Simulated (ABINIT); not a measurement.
MgI$_{2}$: oneshot calculation (part 3 of 4)

MgI$_{2}$ (P-3m1, 3 atoms in the cell); Kohn-Sham DFT of a periodic cell, PBE, PseudoDojo NC SR PBE v0.4.1 standard, no spin polarisation (ABINIT 10.8.3); cutoff 1142.88 eV, 5×5×2 k-mesh, fixed occupations. The structure derives from an entry of the Crystallography Open Database.

Geometry of the input (Å; fractional positions):
```
4.1400  0.0000  0.0000
-2.0700  3.5853  0.0000
0.0000  0.0000  6.8800
I  0.6667  0.3333  0.7500
I  0.3333  0.6667  0.2500
Mg 0.0000  0.0000  0.0000
```

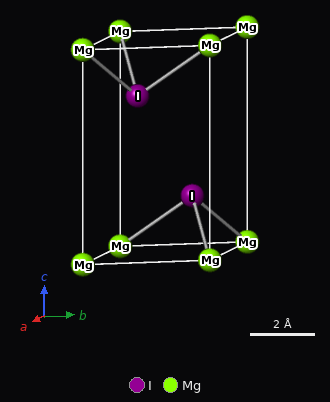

Fig. 1: The structure as given in the input (ball-and-stick view of the cell of the calculation, seen slightly off an axis). An atom can appear more than once, as a periodic image.

What the program printed, continued:
```
--- !SelfEnergy_ee
iteration_state: {dtset: 3, }
kpoint     : [   0.200,    0.200,    0.000, ]
spin       : 1
KS_gap     :    4.928
QP_gap     :    5.955
Delta_QP_KS:    1.027
data: !SigmaeeData |
     Band     E_DFT   <VxcDFT>   E(N-1)  <Hhartree>   SigX  SigC[E(N-1)]    Z     dSigC/dE  Sig[E(N)]  DeltaE  E(N)_pert E(N)_diago
        1   -73.856   -34.384   -73.856   -66.081   -13.725     0.000     1.000     0.000   -13.725    -5.949   -79.805   -79.805
        2   -40.604   -32.280   -40.604   -33.311   -10.620     0.000     1.000     0.000   -10.620    -3.328   -43.932   -43.932
        3   -40.604   -32.281   -40.604   -33.311   -10.620     0.000     1.000     0.000   -10.620    -3.327   -43.931   -43.931
        4   -40.599   -32.282   -40.599   -33.306   -10.621     0.000     1.000     0.000   -10.621    -3.328   -43.927   -43.927
        5   -10.035   -12.118   -10.035    -7.701    -3.924     0.000     1.000     0.000    -3.924    -1.590   -11.625   -11.625
        6    -9.646   -12.401    -9.646    -7.240    -3.941     0.000     1.000     0.000    -3.941    -1.535   -11.181   -11.181
        7    -1.548   -10.250    -1.548     0.316    -2.665     0.000     1.000     0.000    -2.665    -0.801    -2.349    -2.349
        8    -0.819   -10.347    -0.819     1.063    -2.665     0.000     1.000     0.000    -2.665    -0.783    -1.601    -1.601
        9    -0.746   -10.252    -0.746     1.114    -2.644     0.000     1.000     0.000    -2.644    -0.785    -1.530    -1.530
       10     0.289   -10.822     0.289     2.295    -2.683     0.000     1.000     0.000    -2.683    -0.678    -0.389    -0.389
       11     0.589   -11.106     0.589     2.671    -2.732     0.000     1.000     0.000    -2.732    -0.651    -0.061    -0.061
       12     0.995   -11.277     0.995     3.121    -2.756     0.000     1.000     0.000    -2.756    -0.630     0.364     0.364
       13     5.923    -9.783     5.923     7.676    -1.356     0.000     1.000     0.000    -1.356     0.397     6.319     6.319
       14     7.854    -8.906     7.854     9.356    -1.103     0.000     1.000     0.000    -1.103     0.399     8.253     8.253
       15     8.285    -8.929     8.285     9.805    -1.083     0.000     1.000     0.000    -1.083     0.438     8.723     8.657
       16     8.332    -7.646     8.332     9.519    -0.862     0.000     1.000     0.000    -0.862     0.325     8.657     8.723
       17     8.475    -8.171     8.475     9.784    -0.944     0.000     1.000     0.000    -0.944     0.365     8.839     8.839
       18     8.767    -9.313     8.767    10.385    -1.105     0.000     1.000     0.000    -1.105     0.513     9.280     9.280
       19    10.777    -8.683    10.777    12.226    -0.985     0.000     1.000     0.000    -0.985     0.463    11.240    11.240
       20    11.427    -8.135    11.427    12.737    -0.835     0.000     1.000     0.000    -0.835     0.475    11.902    11.902
...

--- !SelfEnergy_ee
iteration_state: {dtset: 3, }
kpoint     : [   0.400,    0.200,    0.000, ]
spin       : 1
KS_gap     :    4.920
QP_gap     :    5.921
Delta_QP_KS:    1.001
data: !SigmaeeData |
     Band     E_DFT   <VxcDFT>   E(N-1)  <Hhartree>   SigX  SigC[E(N-1)]    Z     dSigC/dE  Sig[E(N)]  DeltaE  E(N)_pert E(N)_diago
        1   -73.856   -34.384   -73.856   -66.081   -13.725     0.000     1.000     0.000   -13.725    -5.949   -79.805   -79.805
        2   -40.604   -32.279   -40.604   -33.312   -10.620     0.000     1.000     0.000   -10.620    -3.328   -43.932   -43.932
        3   -40.604   -32.280   -40.604   -33.311   -10.620     0.000     1.000     0.000   -10.620    -3.328   -43.931   -43.931
        4   -40.599   -32.282   -40.599   -33.306   -10.621     0.000     1.000     0.000   -10.621    -3.328   -43.927   -43.927
        5    -9.760   -12.321    -9.760    -7.375    -3.937     0.000     1.000     0.000    -3.937    -1.551   -11.312   -11.312
        6    -9.630   -12.406    -9.630    -7.222    -3.940     0.000     1.000     0.000    -3.940    -1.533   -11.163   -11.163
        7    -1.869   -10.031    -1.869    -0.062    -2.661     0.000     1.000     0.000    -2.661    -0.854    -2.723    -2.723
        8    -1.033   -10.320    -1.033     0.842    -2.673     0.000     1.000     0.000    -2.673    -0.797    -1.830    -1.830
        9    -0.493   -10.481    -0.493     1.425    -2.661     0.000     1.000     0.000    -2.661    -0.743    -1.236    -1.236
       10    -0.271   -10.597    -0.271     1.679    -2.687     0.000     1.000     0.000    -2.687    -0.737    -1.008    -1.008
       11     0.297   -10.839     0.297     2.308    -2.695     0.000     1.000     0.000    -2.695    -0.685    -0.388    -0.388
       12     0.435   -10.839     0.435     2.447    -2.685     0.000     1.000     0.000    -2.685    -0.672    -0.238    -0.238
       13     5.355    -9.286     5.355     6.980    -1.296     0.000     1.000     0.000    -1.296     0.329     5.684     5.684
       14     7.822    -7.884     7.822     9.065    -0.937     0.000     1.000     0.000    -0.937     0.306     8.128     8.128
       15     8.118    -9.062     8.118     9.663    -1.121     0.000     1.000     0.000    -1.121     0.423     8.541     8.541
       16     8.513    -9.233     8.513    10.113    -1.131     0.000     1.000     0.000    -1.131     0.468     8.981     8.981
       17     9.332    -9.546     9.332    11.012    -1.155     0.000     1.000     0.000    -1.155     0.526     9.857     9.857
       18    10.382    -8.453    10.382    11.769    -0.963     0.000     1.000     0.000    -0.963     0.424    10.805    10.805
       19    10.908    -8.769    10.908    12.375    -0.987     0.000     1.000     0.000    -0.987     0.479    11.387    11.387
       20    12.311    -8.068    12.311    13.601    -0.708     0.000     1.000     0.000    -0.708     0.583    12.894    12.894
...

--- !SelfEnergy_ee
iteration_state: {dtset: 3, }
kpoint     : [   0.000,    0.000,    0.500, ]
spin       : 1
KS_gap     :    4.829
QP_gap     :    5.831
Delta_QP_KS:    1.002
data: !SigmaeeData |
     Band     E_DFT   <VxcDFT>   E(N-1)  <Hhartree>   SigX  SigC[E(N-1)]    Z     dSigC/dE  Sig[E(N)]  DeltaE  E(N)_pert E(N)_diago
        1   -73.856   -34.383   -73.856   -66.081   -13.725     0.000     1.000     0.000   -13.725    -5.949   -79.805   -79.805
        2   -40.603   -32.282   -40.603   -33.310   -10.621     0.000     1.000     0.000   -10.621    -3.327   -43.931   -43.931
        3   -40.603   -32.282   -40.603   -33.310   -10.621     0.000     1.000     0.000   -10.621    -3.327   -43.931   -43.931
        4   -40.599   -32.281   -40.599   -33.306   -10.621     0.000     1.000     0.000   -10.621    -3.328   -43.927   -43.927
        5   -10.356   -11.933   -10.356    -8.070    -3.918     0.000     1.000     0.000    -3.918    -1.631   -11.988   -11.988
        6   -10.106   -12.057   -10.106    -7.788    -3.919     0.000     1.000     0.000    -3.919    -1.602   -11.708   -11.708
        7    -1.188   -10.444    -1.188     0.727    -2.662     0.000     1.000     0.000    -2.662    -0.747    -1.935    -1.935
        8    -0.093   -10.402    -0.093     1.804    -2.633     0.000     1.000     0.000    -2.633    -0.736    -0.829    -0.829
        9     1.246   -11.515     1.246     3.434    -2.791     0.000     1.000     0.000    -2.791    -0.603     0.643     0.643
       10     1.246   -11.515     1.246     3.434    -2.791     0.000     1.000     0.000    -2.791    -0.603     0.643     0.643
       11     1.362   -11.611     1.362     3.574    -2.808     0.000     1.000     0.000    -2.808    -0.596     0.766     0.766
       12     1.362   -11.611     1.362     3.574    -2.808     0.000     1.000     0.000    -2.808    -0.596     0.766     0.766
       13     6.191    -9.594     6.191     7.877    -1.279     0.000     1.000     0.000    -1.279     0.406     6.597     6.597
       14     6.424    -8.272     6.424     7.759    -0.993     0.000     1.000     0.000    -0.993     0.341     6.766     6.766
       15     8.124    -9.115     8.124     9.695    -1.089     0.000     1.000     0.000    -1.089     0.482     8.606     8.606
       16     8.124    -9.115     8.124     9.695    -1.089     0.000     1.000     0.000    -1.089     0.482     8.606     8.606
       17     9.251    -8.870     9.251    10.753    -1.066     0.000     1.000     0.000    -1.066     0.435     9.687     9.687
       18     9.420    -8.206     9.420    10.756    -0.916     0.000     1.000     0.000    -0.916     0.420     9.839     9.839
       19     9.420    -8.206     9.420    10.756    -0.916     0.000     1.000     0.000    -0.916     0.420     9.839     9.839
       20    10.247    -7.417    10.247    11.362    -0.770     0.000     1.000     0.000    -0.770     0.345    10.592    10.592
...

--- !SelfEnergy_ee
iteration_state: {dtset: 3, }
kpoint     : [   0.200,    0.000,    0.500, ]
spin       : 1
KS_gap     :    4.881
QP_gap     :    5.901
Delta_QP_KS:    1.020
data: !SigmaeeData |
     Band     E_DFT   <VxcDFT>   E(N-1)  <Hhartree>   SigX  SigC[E(N-1)]    Z     dSigC/dE  Sig[E(N)]  DeltaE  E(N)_pert E(N)_diago
        1   -73.856   -34.383   -73.856   -66.081   -13.725     0.000     1.000     0.000   -13.725    -5.949   -79.805   -79.805
        2   -40.604   -32.281   -40.604   -33.311   -10.621     0.000     1.000     0.000   -10.621    -3.328   -43.931   -43.931
        3   -40.604   -32.282   -40.604   -33.310   -10.621     0.000     1.000     0.000   -10.621    -3.327   -43.931   -43.931
        4   -40.599   -32.281   -40.599   -33.306   -10.621     0.000     1.000     0.000   -10.621    -3.328   -43.927   -43.927
        5   -10.178   -12.040   -10.178    -7.864    -3.922     0.000     1.000     0.000    -3.922    -1.608   -11.786   -11.786
        6    -9.969   -12.146    -9.969    -7.628    -3.923     0.000     1.000     0.000    -3.923    -1.582   -11.551   -11.551
        7    -1.271   -10.421    -1.271     0.638    -2.666     0.000     1.000     0.000    -2.666    -0.757    -2.028    -2.028
        8    -0.384   -10.365    -0.384     1.502    -2.634     0.000     1.000     0.000    -2.634    -0.747    -1.131    -1.131
        9     0.484   -10.949     0.484     2.525    -2.708     0.000     1.000     0.000    -2.708    -0.667    -0.183    -0.183
       10     0.587   -11.021     0.587     2.645    -2.715     0.000     1.000     0.000    -2.715    -0.657    -0.070    -0.070
       11     0.894   -11.330     0.894     3.034    -2.768     0.000     1.000     0.000    -2.768    -0.628     0.266     0.266
       12     1.174   -11.441     1.174     3.342    -2.782     0.000     1.000     0.000    -2.782    -0.614     0.560     0.560
       13     6.055    -9.669     6.055     7.772    -1.311     0.000     1.000     0.000    -1.311     0.406     6.460     6.460
       14     7.377    -8.413     7.377     8.755    -1.006     0.000     1.000     0.000    -1.006     0.371     7.748     7.748
       15     7.939    -8.489     7.939     9.338    -1.022     0.000     1.000     0.000    -1.022     0.378     8.316     8.316
       16     8.760    -9.509     8.760    10.435    -1.130     0.000     1.000     0.000    -1.130     0.545     9.305     9.297
       17     8.813    -9.215     8.813    10.404    -1.107     0.000     1.000     0.000    -1.107     0.484     9.297     9.305
       18     9.181    -7.956     9.181    10.433    -0.905     0.000     1.000     0.000    -0.905     0.346     9.528     9.528
       19    10.050    -8.273    10.050    11.385    -0.921     0.000     1.000     0.000    -0.921     0.414    10.464    10.464
       20    10.334    -8.371    10.334    11.713    -0.906     0.000     1.000     0.000    -0.906     0.472    10.806    10.806
...

--- !SelfEnergy_ee
iteration_state: {dtset: 3, }
kpoint     : [   0.400,    0.000,    0.500, ]
spin       : 1
KS_gap     :    4.275
QP_gap     :    5.251
Delta_QP_KS:    0.976
data: !SigmaeeData |
     Band     E_DFT   <VxcDFT>   E(N-1)  <Hhartree>   SigX  SigC[E(N-1)]    Z     dSigC/dE  Sig[E(N)]  DeltaE  E(N)_pert E(N)_diago
        1   -73.856   -34.384   -73.856   -66.081   -13.725     0.000     1.000     0.000   -13.725    -5.949   -79.805   -79.805
        2   -40.604   -32.279   -40.604   -33.312   -10.620     0.000     1.000     0.000   -10.620    -3.328   -43.932   -43.932
        3   -40.604   -32.281   -40.604   -33.311   -10.620     0.000     1.000     0.000   -10.620    -3.327   -43.931   -43.931
        4   -40.599   -32.282   -40.599   -33.306   -10.621     0.000     1.000     0.000   -10.621    -3.328   -43.927   -43.927
        5    -9.837   -12.273    -9.837    -7.463    -3.935     0.000     1.000     0.000    -3.935    -1.561   -11.398   -11.398
        6    -9.739   -12.316    -9.739    -7.354    -3.934     0.000     1.000     0.000    -3.934    -1.549   -11.288   -11.288
        7    -1.964   -10.036    -1.964    -0.158    -2.673     0.000     1.000     0.000    -2.673    -0.867    -2.831    -2.831
        8    -1.518   -10.034    -1.518     0.283    -2.658     0.000     1.000     0.000    -2.658    -0.856    -2.374    -2.374
        9     0.329   -10.998     0.329     2.384    -2.726     0.000     1.000     0.000    -2.726    -0.671    -0.342    -0.342
       10     0.473   -11.140     0.473     2.563    -2.755     0.000     1.000     0.000    -2.755    -0.665    -0.192    -0.192
       11     0.607   -11.018     0.607     2.665    -2.726     0.000     1.000     0.000    -2.726    -0.668    -0.061    -0.061
       12     0.850   -11.231     0.850     2.964    -2.757     0.000     1.000     0.000    -2.757    -0.644     0.206     0.206
       13     5.125    -9.269     5.125     6.738    -1.281     0.000     1.000     0.000    -1.281     0.332     5.457     5.457
       14     6.674    -7.785     6.674     7.892    -0.943     0.000     1.000     0.000    -0.943     0.275     6.949     6.949
       15     7.391    -8.072     7.391     8.683    -0.966     0.000     1.000     0.000    -0.966     0.326     7.717     7.717
       16     7.666    -8.309     7.666     9.018    -1.004     0.000     1.000     0.000    -1.004     0.348     8.014     8.014
       17     9.186    -9.724     9.186    10.920    -1.151     0.000     1.000     0.000    -1.151     0.582     9.768     9.768
       18    11.253    -7.913    11.253    12.511    -0.780     0.000     1.000     0.000    -0.780     0.479    11.732    11.732
       19    11.687    -8.214    11.687    13.004    -0.812     0.000     1.000     0.000    -0.812     0.505    12.192    12.184
       20    11.714    -8.312    11.714    13.076    -0.893     0.000     1.000     0.000    -0.893     0.469    12.184    12.192
...

--- !SelfEnergy_ee
iteration_state: {dtset: 3, }
kpoint     : [   0.200,    0.200,    0.500, ]
spin       : 1
KS_gap     :    5.131
QP_gap     :    6.169
Delta_QP_KS:    1.038
data: !SigmaeeData |
     Band     E_DFT   <VxcDFT>   E(N-1)  <Hhartree>   SigX  SigC[E(N-1)]    Z     dSigC/dE  Sig[E(N)]  DeltaE  E(N)_pert E(N)_diago
        1   -73.856   -34.384   -73.856   -66.081   -13.725     0.000     1.000     0.000   -13.725    -5.949   -79.805   -79.805
        2   -40.604   -32.280   -40.604   -33.311   -10.620     0.000     1.000     0.000   -10.620    -3.328   -43.932   -43.932
        3   -40.604   -32.281   -40.604   -33.311   -10.620     0.000     1.000     0.000   -10.620    -3.327   -43.931   -43.931
        4   -40.599   -32.282   -40.599   -33.306   -10.621     0.000     1.000     0.000   -10.621    -3.328   -43.927   -43.927
        5    -9.913   -12.215    -9.913    -7.555    -3.931     0.000     1.000     0.000    -3.931    -1.572   -11.485   -11.485
        6    -9.780   -12.283    -9.780    -7.404    -3.932     0.000     1.000     0.000    -3.932    -1.555   -11.336   -11.336
        7    -1.622   -10.226    -1.622     0.234    -2.671     0.000     1.000     0.000    -2.671    -0.815    -2.437    -2.437
        8    -1.085   -10.157    -1.085     0.748    -2.646     0.000     1.000     0.000    -2.646    -0.813    -1.898    -1.898
        9    -0.162   -10.701    -0.162     1.816    -2.685     0.000     1.000     0.000    -2.685    -0.707    -0.869    -0.869
       10     0.194   -10.830     0.194     2.204    -2.705     0.000     1.000     0.000    -2.705    -0.695    -0.501    -0.501
       11     0.724   -11.117     0.724     2.808    -2.727     0.000     1.000     0.000    -2.727    -0.643     0.081     0.081
       12     0.830   -11.149     0.830     2.922    -2.736     0.000     1.000     0.000    -2.736    -0.644     0.186     0.186
       13     5.961   -10.006     5.961     7.769    -1.414     0.000     1.000     0.000    -1.414     0.393     6.355     6.355
       14     7.216    -8.044     7.216     8.504    -0.970     0.000     1.000     0.000    -0.970     0.319     7.535     7.535
       15     8.084    -8.959     8.084     9.607    -1.095     0.000     1.000     0.000    -1.095     0.428     8.513     8.513
       16     8.599    -9.009     8.599    10.137    -1.049     0.000     1.000     0.000    -1.049     0.489     9.087     9.087
       17     8.856    -8.463     8.856    10.245    -0.978     0.000     1.000     0.000    -0.978     0.411     9.266     9.266
       18     9.387    -8.204     9.387    10.718    -0.884     0.000     1.000     0.000    -0.884     0.448     9.835     9.835
       19    10.119    -8.198    10.119    11.430    -0.915     0.000     1.000     0.000    -0.915     0.396    10.515    10.515
       20    10.195    -7.583    10.195    11.367    -0.799     0.000     1.000     0.000    -0.799     0.374    10.569    10.569
...

--- !SelfEnergy_ee
iteration_state: {dtset: 3, }
kpoint     : [   0.400,    0.200,    0.500, ]
spin       : 1
KS_gap     :    4.864
QP_gap     :    5.885
Delta_QP_KS:    1.021
data: !SigmaeeData |
     Band     E_DFT   <VxcDFT>   E(N-1)  <Hhartree>   SigX  SigC[E(N-1)]    Z     dSigC/dE  Sig[E(N)]  DeltaE  E(N)_pert E(N)_diago
        1   -73.856   -34.384   -73.856   -66.081   -13.725     0.000     1.000     0.000   -13.725    -5.949   -79.805   -79.805
        2   -40.604   -32.279   -40.604   -33.312   -10.620     0.000     1.000     0.000   -10.620    -3.328   -43.932   -43.932
        3   -40.604   -32.280   -40.604   -33.311   -10.620     0.000     1.000     0.000   -10.620    -3.328   -43.931   -43.931
        4   -40.599   -32.282   -40.599   -33.306   -10.621     0.000     1.000     0.000   -10.621    -3.328   -43.927   -43.927
        5    -9.712   -12.362    -9.712    -7.316    -3.940     0.000     1.000     0.000    -3.940    -1.544   -11.256   -11.256
        6    -9.675   -12.372    -9.675    -7.276    -3.938     0.000     1.000     0.000    -3.938    -1.539   -11.214   -11.214
        7    -1.875   -10.032    -1.875    -0.070    -2.665     0.000     1.000     0.000    -2.665    -0.860    -2.735    -2.735
        8    -1.470   -10.048    -1.470     0.335    -2.656     0.000     1.000     0.000    -2.656    -0.851    -2.321    -2.321
        9    -0.638   -10.432    -0.638     1.269    -2.658     0.000     1.000     0.000    -2.658    -0.751    -1.389    -1.389
       10    -0.305   -10.565    -0.305     1.636    -2.675     0.000     1.000     0.000    -2.675    -0.734    -1.039    -1.039
       11     0.865   -11.287     0.865     2.993    -2.768     0.000     1.000     0.000    -2.768    -0.640     0.225     0.225
       12     0.915   -11.299     0.915     3.046    -2.772     0.000     1.000     0.000    -2.772    -0.641     0.274     0.274
       13     5.779    -9.759     5.779     7.523    -1.364     0.000     1.000     0.000    -1.364     0.380     6.159     6.159
       14     6.988    -8.084     6.988     8.285    -0.985     0.000     1.000     0.000    -0.985     0.312     7.300     7.300
       15     7.474    -8.569     7.474     8.899    -1.047     0.000     1.000     0.000    -1.047     0.378     7.853     7.853
       16     8.638    -9.026     8.638    10.178    -1.084     0.000     1.000     0.000    -1.084     0.456     9.094     9.094
       17     8.775    -8.259     8.775    10.117    -0.916     0.000     1.000     0.000    -0.916     0.426     9.201     9.201
       18     9.372    -7.181     9.372    10.440    -0.760     0.000     1.000     0.000    -0.760     0.308     9.680     9.680
       19    11.577    -8.824    11.577    13.051    -0.965     0.000     1.000     0.000    -0.965     0.509    12.086    12.086
       20    11.666    -8.690    11.666    13.113    -0.906     0.000     1.000     0.000    -0.906     0.542    12.207    12.207
...

 New Fermi energy :        1.168987E-01 Ha ,    3.180974E+00 eV
 New Exchange energy :    -2.560746E+00 Ha ,   -6.968144E+01 eV
```
